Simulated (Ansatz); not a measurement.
```
CELL_PARAMETERS angstrom
5.72757 0.00000 0.00000
4.29567 7.44032 0.00000
0.00000 0.00000 18.01481
ATOMIC_POSITIONS crystal
Al 0.00000 0.00000 0.05551
Al 0.50000 0.00000 0.05551
Al 0.00000 0.33333 0.05551
Al 0.50000 0.33333 0.05551
Al 0.00000 0.66667 0.05551
Al 0.50000 0.66667 0.05551
Al 0.16622 0.10860 0.18523
Al 0.66903 0.10819 0.18339
Al 0.16193 0.44727 0.18428
Al 0.66707 0.44783 0.18535
Al 0.16865 0.77679 0.18348
Al 0.66757 0.77371 0.18299
Al 0.83260 0.22201 0.31344
Al 0.33459 0.21844 0.31346
Al 0.83348 0.56209 0.31516
Al 0.32379 0.55928 0.31254
Al 0.83166 0.88948 0.31157
Al 0.33184 0.88937 0.31846
Al 0.99364 0.99547 0.45392
Al 0.51794 0.98746 0.45999
Al 0.99661 0.33736 0.44407
Al 0.49720 0.33418 0.43555
Al 0.99697 0.65944 0.48062
Al 0.49686 0.66154 0.44255
O 0.16283 0.11579 0.49069
H 0.87170 0.82651 0.40661
```

Computed without spin polarisation; PAW files of the earlier set (soft_1).

Method: DFT PBEsol, scalar-relativistic, plane waves, PAW (Ansatz).

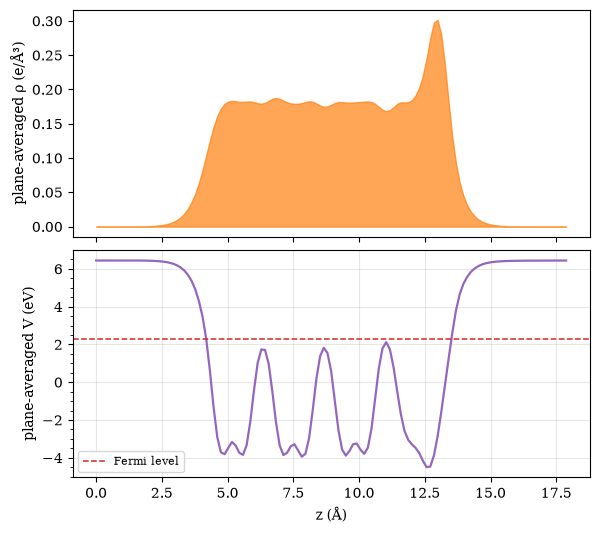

Al24HO (slab). Plane average of the electrostatic potential energy of an electron and of the valence pseudo-density across the slab.

> How far above the Fermi level of the calculation is the vacuum level?

4.2 eV.

> How thick is the slab, and how wide the vacuum?

The outermost nuclei are 7.8 Å apart, in 5 atomic planes; the vacuum between periodic images is 10.2 Å wide.
